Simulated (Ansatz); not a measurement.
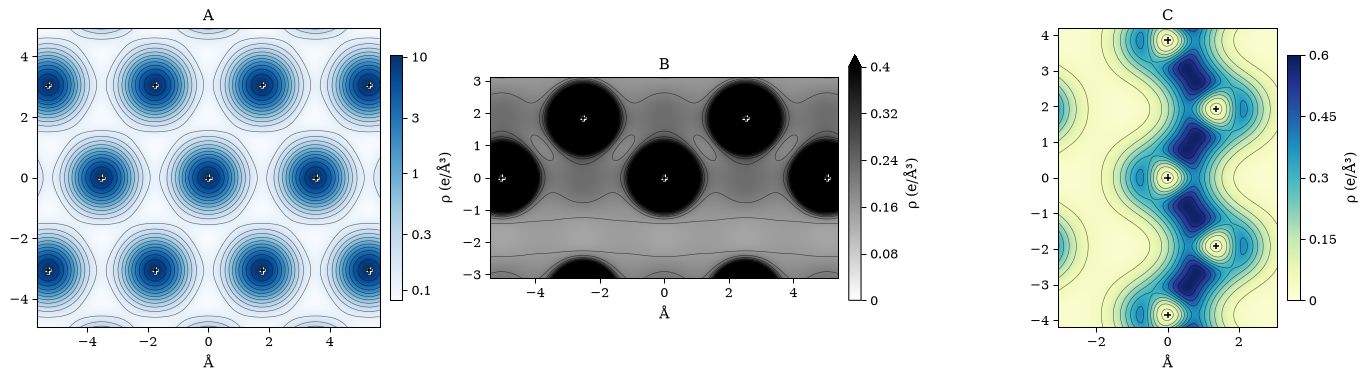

The valence electron density of 3 systems, each on a plane through atoms (crosses mark nuclei in the plane).

Computed with DFT r2SCAN, scalar-relativistic, plane waves, PAW (Ansatz 0.2.0).

System 1: Pb, the (100) plane of the calculation cell. Space group Fm-3m; a structure from a database of computed crystals, not necessarily the ambient phase.

```yaml
crystal:
  lattice:
    - [-7.49331, 7.49331, 0.00000]
    - [-7.49331, 0.00000, 7.49331]
    - [0.00000, 7.49331, 7.49331]
  atoms:
    - { symbol: Pb, position: [0.00000, 0.00000, 0.00000] }
    - { symbol: Pb, position: [0.33333, 0.00000, 0.00000] }
    - { symbol: Pb, position: [0.00000, 0.33333, 0.00000] }
    - { symbol: Pb, position: [0.00000, 0.00000, 0.33333] }
    - { symbol: Pb, position: [0.66667, 0.00000, 0.00000] }
    - { symbol: Pb, position: [0.33333, 0.33333, 0.00000] }
    - { symbol: Pb, position: [0.33333, 0.00000, 0.33333] }
    - { symbol: Pb, position: [0.00000, 0.66667, 0.00000] }
    - { symbol: Pb, position: [0.00000, 0.33333, 0.33333] }
    - { symbol: Pb, position: [0.00000, 0.00000, 0.66667] }
    - { symbol: Pb, position: [0.66667, 0.33333, 0.00000] }
    - { symbol: Pb, position: [0.66667, 0.00000, 0.33333] }
    - { symbol: Pb, position: [0.33333, 0.66667, 0.00000] }
    - { symbol: Pb, position: [0.33333, 0.33333, 0.33333] }
    - { symbol: Pb, position: [0.33333, 0.00000, 0.66667] }
    - { symbol: Pb, position: [0.00000, 0.66667, 0.33333] }
    - { symbol: Pb, position: [0.00000, 0.33333, 0.66667] }
    - { symbol: Pb, position: [0.66667, 0.66667, 0.00000] }
    - { symbol: Pb, position: [0.66667, 0.33333, 0.33333] }
    - { symbol: Pb, position: [0.66667, 0.00000, 0.66667] }
    - { symbol: Pb, position: [0.33333, 0.66667, 0.33333] }
    - { symbol: Pb, position: [0.33333, 0.33333, 0.66667] }
    - { symbol: Pb, position: [0.00000, 0.66667, 0.66667] }
    - { symbol: Pb, position: [0.66667, 0.66667, 0.33333] }
    - { symbol: Pb, position: [0.66667, 0.33333, 0.66667] }
    - { symbol: Pb, position: [0.33333, 0.66667, 0.66667] }
    - { symbol: Pb, position: [0.66667, 0.66667, 0.66667] }
```

System 2: Hf, the (110) plane of the conventional cell. Space group P6₃/mmc; a structure from a database of computed crystals, not necessarily the ambient phase.

System 3: Si, the (011) plane of the conventional cell. Space group Fd-3m; a structure from a database of computed crystals, not necessarily the ambient phase.

```xyz
8
Lattice="5.4437 0.0000 0.0000 0.0000 5.4437 0.0000 0.0000 0.0000 5.4437" Properties=species:S:1:pos:R:3 pbc="T T T"
Si    1.3609    1.3609    1.3609
Si    4.0828    4.0828    1.3609
Si    4.0828    1.3609    4.0828
Si    1.3609    4.0828    4.0828
Si    0.0000    0.0000    0.0000
Si    2.7219    2.7219    0.0000
Si    2.7219    0.0000    2.7219
Si    0.0000    2.7219    2.7219
```

**Match each panel to its system.**

Panel A is system 1, Pb: the plane holds Pb. Pb–Pb (3.53 Å): ρ at the midpoint is about 0.12 e/Å³. Panel B is system 2, Hf: the plane holds Hf. Hf–Hf (3.13 Å): ρ at the midpoint is about 0.19 e/Å³. Panel C is system 3, Si: the plane holds Si. Si–Si (2.36 Å): ρ at the midpoint is about 0.58 e/Å³.
